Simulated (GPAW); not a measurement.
# GaAs (F-43m): G0W0 with GPAW, start to end

How does a plane-wave GW calculation on GaAs (F-43m) run from the first input to the gap?

Main program and level: GPAW 26.7.0; PBE and many-body steps on it, plane waves.

**Experimental background.**

- Gap 1.51 eV: band-edge emission energy from PL (direct gap at Gamma); photoluminescence, 633 nm excitation; 77 K; bulk crystal (MBE GaAs matrix around a thin InAs wetting layer on semi-insulating GaAs (100)) (“Photoluminescence of InAs/GaAs quantum dots under direct two-photon excitation”, 2020, pmc:7331710).

- Gap 1.42 eV: band-edge photoluminescence emission energy of the GaAs substrate; time-integrated photoluminescence; 300 K; bulk crystal ((001) GaAs substrate beneath GaBiAs epilayers) (“Investigation of the anisotropic electron g factor as a probe of the electronic structure of GaBixAs1-x/GaAs epilayers”, 2014, arxiv:1409.8467).

- Gap 1.412 ± 0.01 eV: direct gap E0 at Gamma from ellipsometry; variable-angle spectroscopic ellipsometry, parametric critical-point fit; 300 K; bulk crystal (semi-insulating GaAs(001) reference substrate with native oxide) (“Evidence of valence band perturbations in GaAsN/GaAs(001): A combined variable-angle spectroscopic ellipsometry and modulated photoreflectance investigation”, 2008, arxiv:0805.2212).

- Gap 1.418 ± 0.005 eV: direct gap E0 at Gamma from PR; modulated photoreflectance, low-field lineshape fit; 300 K; bulk crystal (semi-insulating GaAs(001) reference substrate) (“Evidence of valence band perturbations in GaAsN/GaAs(001): A combined variable-angle spectroscopic ellipsometry and modulated photoreflectance investigation”, 2008, arxiv:0805.2212).

This is a report of a sequence of runs, with most program output left out.

### 1. The starting structure

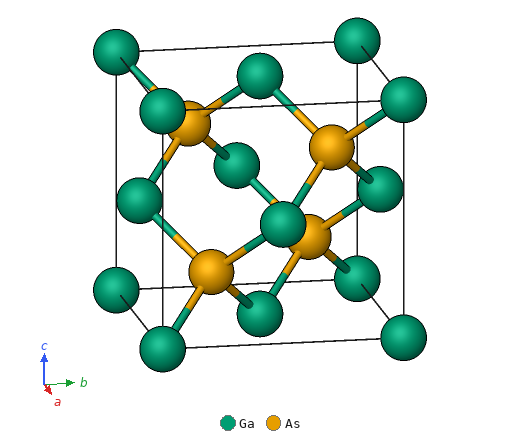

The cell as given, slightly off an axis (gallium teal, arsenic orange). This picture shows the conventional cell, with its axes. Bonds to atoms that aren't drawn are left out. Some periodic images of atoms are drawn too.

Coordinates:

```
Ga As
1.0
     0.00000    2.82685    2.82685
     2.82685    0.00000    2.82685
     2.82685    2.82685    0.00000
Ga As
1 1
Direct
  0.00000 0.00000 0.00000
  0.25000 0.25000 0.25000
```

The cell and positions come from the Crystallography Open Database and are kept as given unless a step says otherwise.

### 2. Ground state

This step: GPAW 26.7.0; DFT, PBE, plane waves, PAW.

The ground-state density comes first.

run.py reads:

```python
import json
import numpy as np
from gpaw.mpi import world
from ase import Atoms
from gpaw import GPAW, PW, FermiDirac

atoms = Atoms(['Ga', 'As'],
    cell=[[0.0000000000, 2.8268500000, 2.8268500000],
      [2.8268500000, 0.0000000000, 2.8268500000],
      [2.8268500000, 2.8268500000, 0.0000000000]],
    scaled_positions=[[0.0000000000, 0.0000000000, 0.0000000000],
      [0.2500000000, 0.2500000000, 0.2500000000]],
    pbc=(True, True, True))
calc = GPAW(mode=PW(450),
    xc='PBE',
    kpts={'size': (8, 8, 8), 'gamma': True},
    occupations=FermiDirac(0.001),
    nbands=-7,
    convergence={'density': 1e-6, 'bands': -3},
    maxiter=100,
    txt='gs.txt')
atoms.calc = calc
res = {'energy': atoms.get_potential_energy()}
kpts = calc.get_ibz_k_points()
res['kpts'] = kpts
res['eigenvalues'] = [calc.get_eigenvalues(kpt=k) for k in range(len(kpts))]
res['n_electrons'] = calc.get_number_of_electrons()
calc.write('gs.gpw')

if world.rank == 0:
    with open('result.json', 'w') as f:
        json.dump(res, f, default=lambda x: x.tolist())
```

Run with:

```
$ mpirun -n 8 gpaw python run.py
```

The job ended after 3.7 s (8 MPI ranks of Arm Neoverse V1, shared host; peak memory 0.92 GiB; 29 s of CPU time).

This step gave:

```
total energy               : -8.228 eV
gap                        : 0.5868 eV
k of the valence top       : 0, 0, 0
k of the conduction bottom : 0, 0, 0
least direct gap           : 0.5868 eV
```

The gap is direct, at Γ.

### 3. Bands along the symmetry lines

The cheap functional maps the bands first; the places of the edges decide which points the dearer methods must see.

run.py reads:

```python
import json
import numpy as np
from gpaw.mpi import world
from gpaw import GPAW

path = [[0.000000, 0.000000, 0.000000],
    [-0.062500, -0.062500, 0.000000],
    [-0.125000, -0.125000, 0.000000],
    [-0.187500, -0.187500, 0.000000],
    [-0.250000, -0.250000, 0.000000],
    [-0.312500, -0.312500, 0.000000],
    [-0.375000, -0.375000, 0.000000],
    [-0.437500, -0.437500, 0.000000],
    [-0.500000, -0.500000, 0.000000],
    [-0.484375, -0.484375, 0.031250],
    [-0.468750, -0.468750, 0.062500],
    [-0.453125, -0.453125, 0.093750],
    [-0.437500, -0.437500, 0.125000],
    [-0.421875, -0.421875, 0.156250],
    [-0.406250, -0.406250, 0.187500],
    [-0.390625, -0.390625, 0.218750],
    [-0.375000, -0.375000, 0.250000],
    [-0.375000, 0.000000, 0.375000],
    [-0.328125, 0.000000, 0.328125],
    [-0.281250, 0.000000, 0.281250],
    [-0.234375, 0.000000, 0.234375],
    [-0.187500, 0.000000, 0.187500],
    [-0.140625, 0.000000, 0.140625],
    [-0.093750, 0.000000, 0.093750],
    [-0.046875, 0.000000, 0.046875],
    [0.000000, 0.000000, 0.000000],
    [0.000000, 0.000000, 0.062500],
    [0.000000, 0.000000, 0.125000],
    [0.000000, 0.000000, 0.187500],
    [0.000000, 0.000000, 0.250000],
    [0.000000, 0.000000, 0.312500],
    [0.000000, 0.000000, 0.375000],
    [0.000000, 0.000000, 0.437500],
    [-0.000000, -0.000000, 0.500000],
    [-0.062500, -0.031250, 0.468750],
    [-0.125000, -0.062500, 0.437500],
    [-0.187500, -0.093750, 0.406250],
    [-0.250000, -0.125000, 0.375000],
    [-0.312500, -0.156250, 0.343750],
    [-0.375000, -0.187500, 0.312500],
    [-0.437500, -0.218750, 0.281250],
    [-0.500000, -0.250000, 0.250000],
    [-0.500000, -0.281250, 0.218750],
    [-0.500000, -0.312500, 0.187500],
    [-0.500000, -0.343750, 0.156250],
    [-0.500000, -0.375000, 0.125000],
    [-0.500000, -0.406250, 0.093750],
    [-0.500000, -0.437500, 0.062500],
    [-0.500000, -0.468750, 0.031250],
    [-0.500000, -0.500000, 0.000000]]
calc = GPAW('gs.gpw').fixed_density(kpts=path,
    symmetry='off',
    nbands=14,
    convergence={'bands': 10},
    txt='bands.txt')
res = {}
kpts = calc.get_ibz_k_points()
res['kpts'] = kpts
res['eigenvalues'] = [calc.get_eigenvalues(kpt=k) for k in range(len(kpts))]
res['n_electrons'] = calc.get_number_of_electrons()

if world.rank == 0:
    with open('result.json', 'w') as f:
        json.dump(res, f, default=lambda x: x.tolist())
```

Run with:

```
$ mpirun -n 8 gpaw python run.py
```

Elapsed: 3.5 s, on 8 MPI ranks; peak memory 0.92 GiB; 27 s of CPU time.

This step gave:

* gap: 0.5868 eV
* k of the valence top: 0, 0, 0
* k of the conduction bottom: 0, 0, 0
* least direct gap: 0.5868 eV

The gap is 0.587 eV, as in the run before at this level.

Electronic bands along the path, in eV, zero at the top of the highest filled band; v1 is the highest filled band, c1 the lowest empty one:

```csv
point,v4,v3,v2,v1,c1,c2,c3,c4
Γ,-12.70,0.00,0.00,0.00,0.59,3.77,3.77,3.77
X,-10.34,-6.79,-2.66,-2.66,1.48,1.68,10.22,10.22
U,-10.39,-6.59,-3.85,-2.25,1.98,4.68,8.01,8.11
jump to K,-10.39,-6.59,-3.85,-2.25,1.98,4.68,8.01,8.11
Γ,-12.70,0.00,0.00,0.00,0.59,3.77,3.77,3.77
L,-11.06,-6.61,-1.13,-1.13,1.05,4.67,4.67,7.79
W,-10.30,-6.59,-3.54,-3.33,4.67,4.75,5.46,6.08
X,-10.34,-6.79,-2.66,-2.66,1.48,1.68,10.22,10.22
```

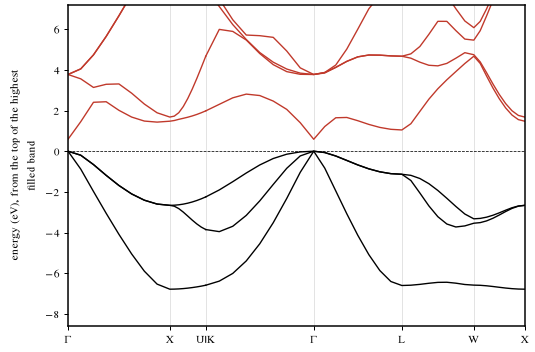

Electronic bands along the path; lines of filled and empty bands in two colours.

### 4. Empty states on the mesh, 4×4×4 mesh, 198 bands

The sums over transitions need many empty states on a uniform mesh; this step solves for them.

run.py reads:

```python
import json
import numpy as np
from gpaw.mpi import world
from gpaw import GPAW

calc = GPAW('gs.gpw').fixed_density(kpts={'size': (4, 4, 4), 'gamma': True},
    parallel={'domain': 1, 'band': 1},
    txt='nscf.txt')
calc.diagonalize_full_hamiltonian(nbands=198)
calc.write('full.gpw', mode='all')
res = {}
kpts = calc.get_ibz_k_points()
res['kpts'] = kpts
res['eigenvalues'] = [calc.get_eigenvalues(kpt=k) for k in range(len(kpts))]
res['n_electrons'] = calc.get_number_of_electrons()

if world.rank == 0:
    with open('result.json', 'w') as f:
        json.dump(res, f, default=lambda x: x.tolist())
```

Run with:

```
$ mpirun -n 8 gpaw python run.py
```

Wall time 3.9 s (8 MPI ranks); peak memory 0.93 GiB; 31 s of CPU time.

This step gave:

| Item | Value |
| --- | --- |
| gap | 0.5868 eV |
| k of the valence top | 0, 0, 0 |
| k of the conduction bottom | 0, 0, 0 |
| least direct gap | 0.5868 eV |
| k points computed | 8 |
| lowest point of the top converged band, above the valence top | 139.6288 eV |

On this mesh the gap is 0.587 eV.

### 5. Screening and self-energy, 4×4×4 mesh, 188 bands, screening to 150 eV

Now the one-shot GW correction: screening in the RPA, then the self-energy of the levels asked for.

This step: G0W0 on PBE, plane waves, PAW.

run.py reads:

```python
import json
import numpy as np
from gpaw.mpi import world
from gpaw.response.g0w0 import G0W0

gw = G0W0('full.gpw',
    filename='gw',
    kpts=[0],
    bands=(2, 6),
    ecut=150,
    nbands=188,
    integrate_gamma='WS',
    ppa=True)
gw.calculate()
res = {mode: {k: v for k, v in r.items() if k != 'sigma_eskwn'}
       for mode, r in gw.all_results.items()}

if world.rank == 0:
    with open('result.json', 'w') as f:
        json.dump(res, f, default=lambda x: x.tolist())
```

Run with:

```
$ mpirun -n 8 gpaw python run.py
```

The job ended after 21 s (8 MPI ranks; peak memory 2 GiB; 2.7 min of CPU time).

This step gave:

| Item | Value |
| --- | --- |
| G0W0 gap on the points computed | 1.770 eV |
| least direct G0W0 gap on the computed points | 1.770 eV |
| Z at the valence top | 0.7856 |
| Z at the conduction bottom | 0.7937 |
| starting gap on the mesh | 0.5868 eV |
| k of the valence top | 0, 0, 0 |
| k of the conduction bottom | 0, 0, 0 |

The gap on the mesh goes from 0.59 eV to 1.77 eV, a correction of +1.18 eV.

Limits: finite bands, cutoff and mesh; no spin-orbit coupling; coarse k mesh. v1 is the top filled band, c1 the lowest empty one. Levels before and after the correction, in eV, zero at the valence-band top of each column:

```csv
,conduction bottom,valence top
Kohn-Sham,0.59,0.00
G0W0,1.77,0.00
```

```csv
,level,energy (eV)
Kohn-Sham,Γ v2-v1,0.000
Kohn-Sham,Γ c1,0.587
Kohn-Sham,Γ c2,3.774
G0W0,Γ v2-v1,0.000
G0W0,Γ c1,1.770
G0W0,Γ c2,4.493
```

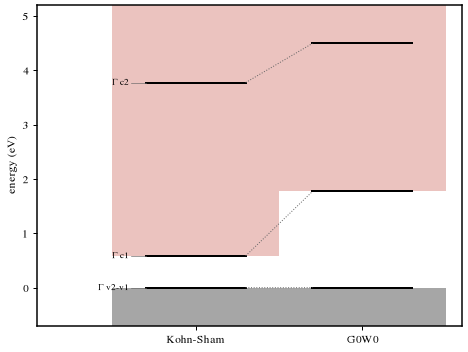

Levels before and after the correction. Shaded: valence and conduction bands.

### 6. Where the time went

Times are wall times on 8 MPI ranks of Arm Neoverse V1, shared host, good to a factor of about two.

```csv
step,time,share,memory (GiB)
ground state,3.7 s,12 %,0.92
bands along the symmetry lines,3.5 s,11 %,0.92
empty states on the mesh,3.9 s,12 %,0.93
screening and self-energy,21 s,65 %,2
```

### 7. Summary of results

```json
{
  "PBE gap": "0.59 eV, direct",
  "G0W0 gap on the mesh": "1.77 eV",
  "GW settings": "4×4×4 mesh, 188 bands, screening to 150 eV, Godby-Needs plasmon pole",
  "known limits": "not at the basis limit; no spin-orbit coupling; coarse k mesh"
}
```

What this shows: G0W0 moves the gap on the mesh from 0.59 eV to 1.77 eV (+1.18 eV), with Z of 0.79 and 0.79 at the edges. Only 1 of the mesh's irreducible points was corrected, so a valley elsewhere could overtake. The dearest step here is «screening and self-energy». Against experiment, by G0W0@PBE: the direct gap of 1.77 eV lies +0.26 eV from the measured 1.51 eV (exciton, 77 K, 2020); the direct gap of 1.77 eV lies +0.35 eV from the measured 1.42 eV (exciton, 300 K, 2014); the direct gap of 1.77 eV lies +0.36 eV from the measured 1.412 ± 0.01 eV (direct, 300 K, 2008); the direct gap of 1.77 eV lies +0.35 eV from the measured 1.418 ± 0.005 eV (direct, 300 K, 2008). An exciton line or allowed optical edge lies below the quasiparticle gap by the binding energy; a forbidden edge can push the onset above it. The calculation has static nuclei and no excitons; a measured gap holds zero-point and thermal motion, which mostly lowers it. Bands and cutoff are finite, so the gap is not at the basis limit. The miss can reach some tenths of an eV and take either sign; the mesh is an error of its own. These stock PAW sets were not made for GW; the filled d or f shell of As and Ga lies in the frozen core, which bears on start and correction. In the G0W0 run levels were corrected at 1 k point alone, so a gap called «on the mesh» is the least over those, and an edge elsewhere would be missed. The 4×4×4 mesh is coarse for this cell, which bears on the long-range parts of exchange and screening. The many-body steps are scalar-relativistic: spin-orbit coupling is not in them.

[Paths, hosts, dates, memory and timing lines, banners, echoed tables and standing remarks are left out of the program output.]

[Logs are printed without paths, hosts, clocks, repeated set-up lines and the standing remarks that a program may print on its own settings, such as how far it seeks lower states.]

[Runs of the session that timed out or met a known fault of the program may be left out.]

[Hosts, paths, dates, database ids (printed as entryN), source tags and the programs' standing remarks are cut or masked in the printed files.]
